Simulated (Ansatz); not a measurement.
## Geometry relaxation, with input and output: Co (part 1 of 2)

The run: geometry relaxation of Co (3 atoms in the cell). Method and program: DFT, PBE, all-electron LAPW, scalar-relativistic, spin-polarised (Ansatz 0.2.0).

It belongs to a series of runs on one base structure; here: omega relaxed under pressure, LAPW.

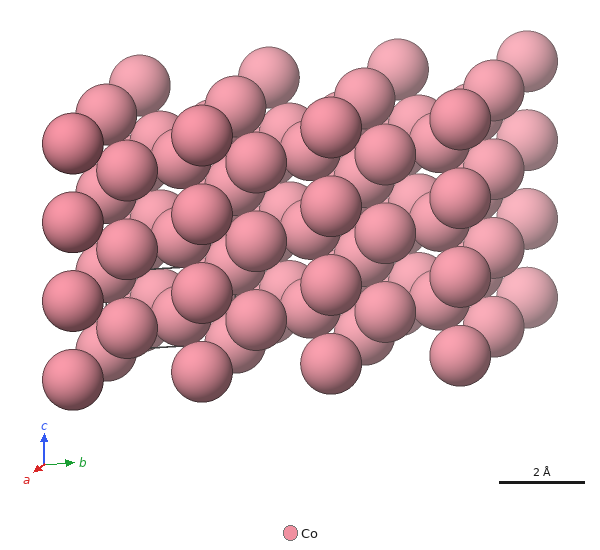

Fig. 1: The structure as given in the input (spheres-only view of the cell of the calculation, repeated 2 × 3 × 3, seen slightly off an axis).

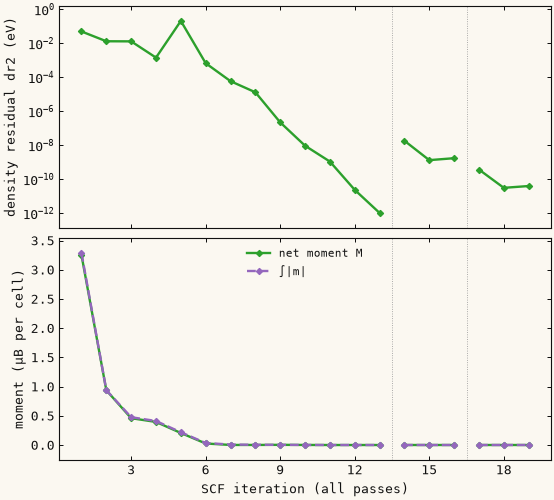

Fig. 2: Convergence of the self-consistent field: density residual dr2 and magnetic moment against the SCF iteration. The dotted lines part the SCF passes of the relaxation: geometry steps, rejected trials and re-solves on a re-selected basis. The passes take 13, 3 and 3 iterations. The net moment goes from 3.3 to 0.0 μB per cell, and ∫|m| falls to zero.

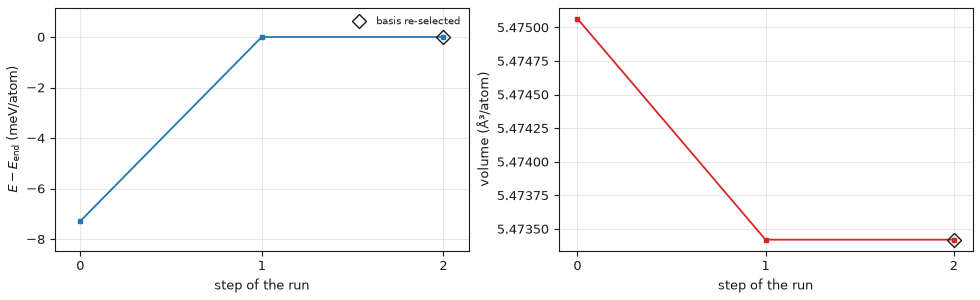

Fig. 3: Progress of the relaxation, step by step (the first geometry is step 0 here and step 1 in the log). Over 1 geometry step the energy rises by 7.3 meV per atom. All forces vanish by symmetry, so only the cell relaxes. The pressure goes from 709.41 to 710.20 GPa. No atom moves by more than 0.005 Å. The lattice vectors keep their values. The space group stays P6/mmm (No. 191). A last SCF at the same geometry on a re-selected plane-wave basis shifts the energy by next to nothing (0.0 meV per atom). (Atoms are counted from 1 in the order of the input.)

These pictures come from the run below.

The input:
```yaml
crystal:
  lattice:
    - [3.1567436178, 0.0, 0.0]
    - [-1.5783718089, 2.7338201663, 0.0]
    - [0.0, 0.0, 1.9032739048]
  atoms:
    - { symbol: Co, position: [0.0, 0.0, 0.0], spin: 1.7 }
    - { symbol: Co, position: [0.3333333333, 0.6666666667, 0.5], spin: 1.7 }
    - { symbol: Co, position: [0.6666666667, 0.3333333333, 0.5], spin: 1.7 }
magnetization:
  spin_polarized: true
kpoints:
  mp_grid: { grid: [12, 12, 16] }
scf:
  occupations: { method: fermi_dirac, width: 0.08 }
hamiltonian:
  xc: pbe
  pseudopotentials: { kind: all_electron, lapw: { basis_error: 0.0005 } }
output:
  forces: true
  stress: true
  eigenvalues: true
relax:
  f_tol: 0.005
  max_steps: 12
  cell: { p_target: 710.0, stress_tol: 0.355 }
```

Run as:
```bash
ansatz run input.yaml --threads 2 --pin off --max-ram 7168MiB --backend cpu --events-out ev --progress --plain --runs-dir out
```

What the program printed:
```
The last accepted step is kept in [file] (removed where the run ends without a failure and the disk answers)
LAPW: plane waves up to 13.656 Å⁻¹, error target 5.0e-4 eV per atom; small_component_spin mean_spin; Co in spheres of 0.884 Å, 25 of its electrons in bands, Dirac shells [] (how accurate: hamiltonian.pseudopotentials.lapw.basis_error, Limitations)
Engine: ansatz 0.2.0, x86_64-unknown-linux-gnu
Pseudopotentials: kind: all_electron
Pseudopotential: Co, LAPW, valence charge 25, lapw/all_electron/scalar/gaussian/Co, Koelling and Harmon's equation, gaussian nucleus
Functional definition: PBE
  parameter kappa = 0.804
  parameter beta = 0.06672455060314922
  exchange = pbe_x(kappa = kappa, mu = beta*pi^2/3)
  correlation = pbe_c(beta = beta)
Crystal: 3 atoms, lattice volume = 16.425 Å³
Basis set: ecut = 710.5062419552055 eV, 693 PW (Γ), exchange–correlation at level 2
Bands: 49, of which v1, the nominal top of the filled ones, is band 38 counted from 1 (37 counted from 0)
Symmetry: 24 space group operations
Space group: P6/mmm (ITA 191), of the structure as read, at distance tolerance 2.5e-5 Å
Magnetic group: BNS 191.233 (UNI 1463), of the structure as read, at distance tolerance 2.5e-5 Å
k-points: 171 of 2304
Non-local potential: Co, projectors of the file, none
Initial density: superposition of atomic densities (chi_scale 0.1, normalization cell)
Starting moments: Σ|m| = 5.1 μB on 3 of 3 sites
Initial wavefunctions: plane waves of lowest kinetic energy (no species holds an atomic orbital)
Functional: x = pbe(κ = 0.804, μ = 0.2195149727645171), c = pbe(β = 0.06672455060314922)
iter 1 solved again at ethr=6.72e-5 eV; its pass at ethr=1.00e-1 eV (dr2=5.04e-2 eV) is discarded
SCF iter   1: F=—  HF=-113732.248261 eV  |F-HF|=—  |Δ(HF+E_count)|=         —  Δρ=6.35e-2 (↑6.35e-2 ↓5.91e-2)  dr2=5.09e-2  dr2_m=5.37e-1  M=3.252 μB ∫|m|=3.287 μB  β_m=0.30  ethr=6.72e-5  ⟨swp⟩=3.0  Hψ=110904  notcnv=0
Mixer restart at iter 1: flushing history
preconditioner: auto → none  [metal: Δε(μ)=0.003 eV  Ē_g=20.800 eV  σ=0.080 eV  W_gap=0.01  n_scr=8 (ndim 8)  ℏωp=47.6 eV  f_vac=0.000  D(μ)=2.97/eV (n_scr^D=56)  sad-step TF]
SCF iter   2: F=—  HF=-113733.756295 eV  |F-HF|=—  |Δ(HF+E_count)|=         —  Δρ=1.37e-1 (↑1.37e-1 ↓1.32e-1)  dr2=1.35e-2  dr2_m=2.70e0  M=0.937 μB ∫|m|=0.938 μB  β_m=1.00  ethr=6.72e-5  ⟨swp⟩=2.0  Hψ=46737  notcnv=0  defer=1
Mixer restart at iter 2: flushing history
SCF iter   3: F=—  HF=-113733.226898 eV  |F-HF|=—  |Δ(HF+E_count)|=   5.29e-1  Δρ=1.94e-2 (↑1.94e-2 ↓1.81e-2)  dr2=1.33e-2  dr2_m=5.09e-2  M=0.459 μB ∫|m|=0.476 μB  β_m=0.30  ethr=6.67e-5  ⟨swp⟩=2.5  Hψ=50749  notcnv=0
SCF iter   4: F=—  HF=-113733.228670 eV  |F-HF|=—  |Δ(HF+E_count)|=   1.77e-3  Δρ=1.63e-2 (↑1.63e-2 ↓1.49e-2)  dr2=1.47e-3  dr2_m=3.62e-2  M=0.395 μB ∫|m|=0.411 μB  β_m=0.65  ethr=1.77e-5  ⟨swp⟩=2.0  Hψ=46857  notcnv=0
SCF iter   5: F=—  HF=-113733.252534 eV  |F-HF|=—  |Δ(HF+E_count)|=   2.39e-2  Δρ=1.77e-2 (↑1.76e-2 ↓1.77e-2)  dr2=2.12e-1  dr2_m=1.07e-2  M=0.206 μB ∫|m|=0.218 μB  β_m=0.51  ethr=1.96e-6  ⟨swp⟩=3.0  Hψ=56769  notcnv=0
SCF iter   6: F=—  HF=-113733.231194 eV  |F-HF|=—  |Δ(HF+E_count)|=   2.13e-2  Δρ=2.45e-3 (↑7.72e-4 ↓2.45e-3)  dr2=6.88e-4  dr2_m=2.42e-4  M=0.026 μB ∫|m|=0.034 μB  β_m=0.50  ethr=1.96e-6  ⟨swp⟩=3.0  Hψ=56793  notcnv=0
iter 7 solved again at ethr=8.05e-8 eV; its pass at ethr=9.17e-7 eV (dr2=6.04e-5 eV) is discarded
SCF iter   7: F=—  HF=-113733.231493 eV  |F-HF|=—  |Δ(HF+E_count)|=         —  Δρ=8.54e-4 (↑4.82e-4 ↓8.54e-4)  dr2=6.03e-5  dr2_m=4.52e-5  M=0.001 μB ∫|m|=0.008 μB  β_m=0.63  ethr=8.05e-8  ⟨swp⟩=2.0  Hψ=80292  notcnv=0
the basis was enlarged: its passes take 1.6 MiB over the memory plan, 2 of 2 planned eigensolver slots
SCF iter   8: F=—  HF=-113733.231727 eV  |F-HF|=—  |Δ(HF+E_count)|=   2.34e-4  Δρ=3.84e-4 (↑2.71e-4 ↓3.84e-4)  dr2=1.34e-5  dr2_m=8.63e-6  M=0.001 μB ∫|m|=0.004 μB  β_m=0.75  ethr=8.05e-8  ⟨swp⟩=3.0  Hψ=47792  notcnv=0
SCF iter   9: F=—  HF=-113733.231785 eV  |F-HF|=—  |Δ(HF+E_count)|=   5.87e-5  Δρ=6.88e-5 (↑6.32e-5 ↓6.88e-5)  dr2=2.27e-7  dr2_m=6.16e-7  M=0.003 μB ∫|m|=0.003 μB  β_m=0.74  ethr=1.78e-8  ⟨swp⟩=2.5  Hψ=48723  notcnv=0
SCF iter  10: F=—  HF=-113733.231786 eV  |F-HF|=—  |Δ(HF+E_count)|=   5.45e-7  Δρ=2.54e-5 (↑2.54e-5 ↓2.21e-5)  dr2=9.59e-9  dr2_m=8.30e-8  M=0.001 μB ∫|m|=0.001 μB  β_m=0.85  ethr=3.02e-10  ⟨swp⟩=3.0  Hψ=51087  notcnv=0
SCF iter  11: F=—  HF=-113733.231786 eV  |F-HF|=—  |Δ(HF+E_count)|=   5.19e-8  Δρ=1.94e-6 (↑1.94e-6 ↓1.76e-6)  dr2=1.12e-9  dr2_m=1.89e-10  M=0.000 μB ∫|m|=0.000 μB  β_m=0.90  ethr=2.98e-11 (applied; sched 1.28e-11)  ⟨swp⟩=3.0  Hψ=51003  notcnv=0
SCF iter  12: F=—  HF=-113733.231786 eV  |F-HF|=—  |Δ(HF+E_count)|=   1.03e-9  Δρ=4.57e-7 (↑1.88e-7 ↓4.57e-7)  dr2=2.42e-11  dr2_m=7.01e-12  M=-0.000 μB ∫|m|=0.000 μB  β_m=0.88  ethr=2.64e-11 (applied; sched 1.50e-12)  ⟨swp⟩=2.0  Hψ=46806  notcnv=0
SCF iter  13: F=-113733.231786 eV  HF=-113733.231786 eV  |F-HF|=2.91e-11  |Δ(HF+E_count)|=  1.31e-10  Δρ=1.50e-7 (↑6.55e-8 ↓1.50e-7)  dr2=1.06e-12  dr2_m=1.43e-12  M=-0.000 μB ∫|m|=0.000 μB  ethr=2.64e-11 (applied; sched 1.00e-12)  ⟨swp⟩=2.0  Hψ=46806  notcnv=0
WARN: the starting moments were not kept: the SCF closed with an absolute magnetisation of 9.8e-6 μB, where they sum to 5.1 μB in size (3 sites). That is at most 0.1 of that sum. Measured as dr2_m measures the in/out step, that magnetisation stands 2.2e-11 eV from none, at or under the dr2_threshold of 1.0e-7 eV: it is no larger than a step whose dr2_m would equal this threshold. The system may hold no moment; this SCF shows only that its start led to no more than that. To try another start: raise the starting moments (crystal.atoms[].spin, magnetization.per_species, magnetization.initial_magnetization, or on a non-collinear deck that types none of these the spinor_matrix: blocks that start its atoms; where the total moment is fixed, keep their sum and leave initial_magnetization as it is; typed ones take the place of any that the run laid by itself, positive ones on a crystal's lanthanoids without a Hubbard term where scf.initial_density.shell_occupations: [] is typed) or, if the notice of its spin-set hold's release reads "site moments contracting" or "site moments show no strong build", lengthen the hold (scf.mixing.spin_hold: { on: { confirm: 4 } }; for m-r²SCAN on two components see the key's manual first). Each may lead to a state that holds a moment. A second SCF, from the converged charge density, with the starting moments and any scf.initial_density.shell_occupations laid on it anew, would have followed, and was not run: the deck does not ask for one (magnetization.retry_lost_moments is false, the default). To let it run, set magnetization.retry_lost_moments: true and run the deck again, where that key's refused combinations let it; where memory then withholds it, that run's warning says so.
SCF 1 converged in 13 iterations: F = -113733.231786 eV  dr2 = 1.06e-12
relax step   1: F+E_penalty+E_count = -113733.23178598 eV  Δ(F+E_penalty+E_count) = +0.000e0 eV  max|allowed force component| = 4.780e-17 eV/Å  Δτ_max = 0.0000 Å  P = +709.406 GPa  Ω = 16.425 Å³  (13 SCF iters, accepted)
Crystal: 3 atoms, lattice volume = 16.420 Å³
Basis set: ecut = 710.648675788104 eV, 693 PW (Γ), exchange–correlation at level 2
Initial density: handed on by an earlier stage of this run
Starting moments: Σ|m| = 5.1 μB on 3 of 3 sites; this step starts from the density that it was given
Initial wavefunctions: those handed on with the density
iter 1 solved again at ethr=1.91e-11 eV; its pass at ethr=1.00e-1 eV (dr2=1.43e-8 eV) is discarded
```
